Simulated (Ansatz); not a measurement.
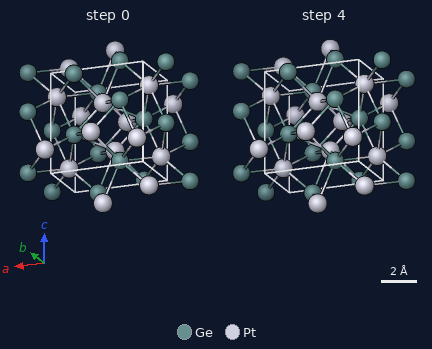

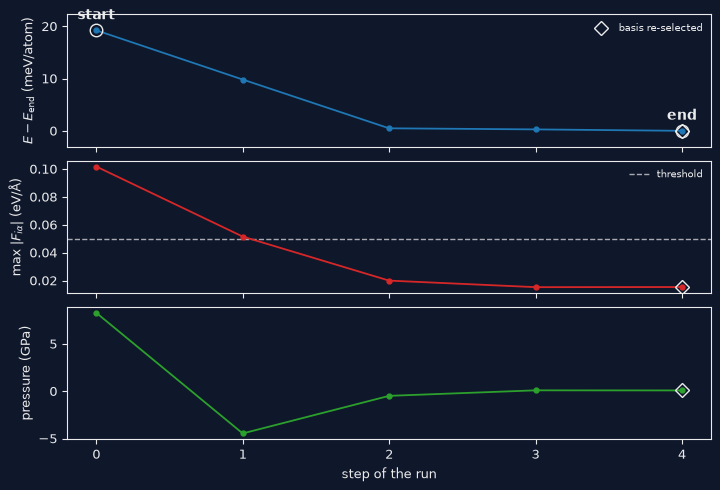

First and last geometry of a relaxation of crystalline GePt (set up in Pnma) (coarse preliminary run), with the history of the run. Style: ball-and-stick. Shown: the cell of the calculation, from a free direction.

These are results of DFT PBE, scalar-relativistic, plane waves, PAW in Ansatz 0.2.0, not measurements.

The input:
```yaml
crystal:
  lattice:
    - [5.719, 0.0, 0.0]
    - [0.0, 3.697, 0.0]
    - [0.0, 0.0, 6.084]
  atoms:
    - { symbol: Ge, position: [0.185, 0.25, 0.59] }
    - { symbol: Ge, position: [0.315, 0.75, 0.09] }
    - { symbol: Ge, position: [0.685, 0.25, 0.91] }
    - { symbol: Ge, position: [0.815, 0.75, 0.41] }
    - { symbol: Pt, position: [0.9995, 0.25, 0.1908] }
    - { symbol: Pt, position: [0.5005, 0.75, 0.6908] }
    - { symbol: Pt, position: [0.4995, 0.25, 0.3092] }
    - { symbol: Pt, position: [0.0005, 0.75, 0.8092] }
basis:
  ecutwfc: 420
kpoints:
  mp_grid: { grid: [4, 6, 4] }
hamiltonian:
  xc: pbe
scf:
  occupations: { method: gaussian, width: 0.1 }
output:
  forces: true
  stress: true
  eigenvalues: true
relax:
  adjacent_minimum: "off"
  f_tol: 0.05
  max_steps: 80
  cell: { stress_tol: 0.5 }
```

Command:
```bash
ansatz run input.yaml --threads 2 --pin off --max-ram 5120MiB --backend cpu --events-out ev --progress --plain --runs-dir out
```

Question: What do the curves and the structures tell?

Answer: It converged. The largest moves relative to the cell, 0.014 Å, are those of Ge1, Ge2, Ge3 and Ge4. Ge3 goes along [1 0 3]. Largest moves by element: Ge 0.014 Å, Pt 0.013 Å. The drawn cell changes as follows: a 5.719 → 5.830 Å (+1.9 %), b 3.697 → 3.744 Å (+1.3 %), c 6.084 → 6.177 Å (+1.5 %); the volume changes by +4.8 %. Some distances before and after: Ge1–Pt6 2.655 → 2.706 Å, Ge1–Pt8 2.512 → 2.549 Å, Ge1–Pt7 2.481 → 2.511 Å, Ge1–Pt5 2.650 → 2.679 Å. The space group stays Pnma (No. 62). After 3 accepted moves (4 points after the start) the energy has fallen by 19.2 meV per atom. Largest force component: 0.1 eV/Å at the start, 0.015 eV/Å at the end. The pressure goes from 8.27 to 0.08 GPa. The SCF was repeated once at an unchanged geometry on a basis and grid sized afresh for the cell, which shifted the energy by 0.3 meV per atom at most.
